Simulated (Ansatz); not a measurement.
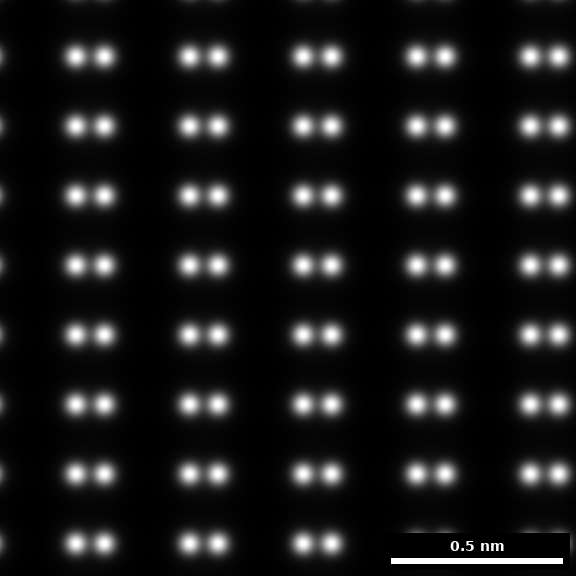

HAADF-like image of Pt (Fd-3m, No. 227). Simulation: incoherent imaging, intensity Z^1.6 per atom, probe width 0.50 Å, thin sample. The probe carries 25 % of its weight in a tail 2.5 times as wide. Atomic positions: the geometry relaxed with Ansatz 0.2.0, DFT, PBE, plane waves (420 eV) with PAW, scalar-relativistic; the starting structure was generated, so it need not be a known form of this composition.

```
Pt
1.0
     5.77977    0.00000    0.00000
     0.00000    5.77977    0.00000
     0.00000    0.00000    5.77977
Pt
8
Direct
  0.75000 0.75000 0.75000
  0.00000 0.50000 0.00000
  0.75000 0.25000 0.25000
  0.00000 0.00000 0.50000
  0.25000 0.75000 0.25000
  0.50000 0.50000 0.50000
  0.25000 0.25000 0.75000
  0.50000 0.00000 0.00000
```

Which beam direction gives this image, [001], [110], [211] or [111]? (Directions equivalent by symmetry count as one.)

[211]. The projected cells are 2.04 × 2.04 Å, 90° for [001]; 3.54 × 3.54 Å, 109° for [110]; 2.04 × 3.34 Å, 90° for [211]; 2.36 × 2.36 Å, 120° for [111], and the image repeats as the [211] one does.
